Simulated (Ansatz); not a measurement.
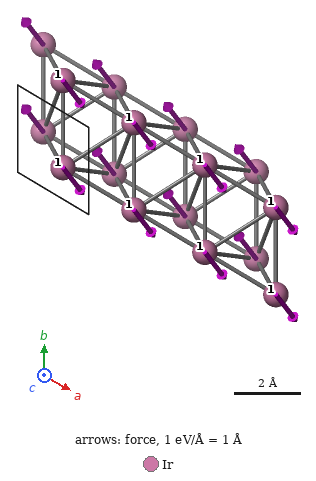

Starting geometry of a crystal of Ir (set up in P-1) with the computed forces as purple arrows. Style: ball-and-stick. Shown: the cell of the calculation, repeated 4 × 2 × 1 with one cell outlined, along the c axis.

Case: all atoms moved at random, sigma 0.15 Å for each component, cell strained at random, sigma 0.06; relaxed back.

The calculation used Ansatz, DFT PBE, scalar-relativistic, plane waves, PAW.

Input file:
```yaml
crystal:
  lattice:
    - [2.5077878268, -0.0597986202, 0.0720654417]
    - [-1.3056810376, 2.3044141724, -0.1041479726]
    - [0.1167821686, -0.1274568607, 4.6419965885]
  atoms:
    - { symbol: Ir, position: [0.6389803454, 0.3620789061, 0.7534262406] }
    - { symbol: Ir, position: [0.3610196546, 0.6379210939, 0.2465737594] }
basis:
  ecutwfc: 420
kpoints:
  mp_grid: { grid: [12, 12, 8] }
hamiltonian:
  xc: pbe
scf:
  occupations: { method: gaussian, width: 0.15 }
output:
  forces: true
  stress: true
  eigenvalues: true
relax:
  adjacent_minimum: "off"
  f_tol: 0.01
  max_steps: 80
  cell: { stress_tol: 0.1 }
```

Command:
```bash
ansatz run input.yaml --threads 1 --pin off --max-ram 2560MiB --backend cpu --events-out ev --progress --plain --runs-dir out
```

Q: What follows when this structure is relaxed?

A: It isn't relaxed: the largest force vector, on Ir atoms, is 1.59 eV/Å. The final displacements follow the starting forces only in part (cosine between the two patterns 0.71). The largest moves relative to the cell, 0.14 Å, are those of Ir1 and Ir2. Ir1 goes roughly along [1 −1 0]. Cell: a 2.510 → 2.745 Å (+9.4 %), b 2.651 → 2.745 Å (+3.6 %), c 4.645 → 4.462 Å (−3.9 %), α 94.3° → 90.0°, β 86.9° → 90.0°, γ 120.9° → 120.0°. Volume +10.2 %. Among the contacts that change: Ir1–Ir1 2.510 → 2.745 Å, Ir1–Ir2 2.523 → 2.737 Å, Ir1–Ir1 (another image) 2.546 → 2.745 Å, Ir1–Ir2 (another image) 2.921 → 2.737 Å. The space group (tolerance 0.01 Å) goes from P-1 (No. 2) to P6_3/mmc (No. 194). After 6 accepted moves (8 points after the start) the energy has fallen by 1.008 eV per cell of the calculation. Largest force component: 1.2 eV/Å at the start, 0.0001 eV/Å at the end. Pressure: 54.58 GPa at the start and 0.05 GPa at the end. The SCF was repeated twice at an unchanged geometry on a basis and grid sized afresh for the cell, which shifted the energy by 3.6 meV per cell of the calculation at most. Cost: 2.7 min on 1 thread of Arm Neoverse V1 (shared host), peak memory 0.55 GiB.
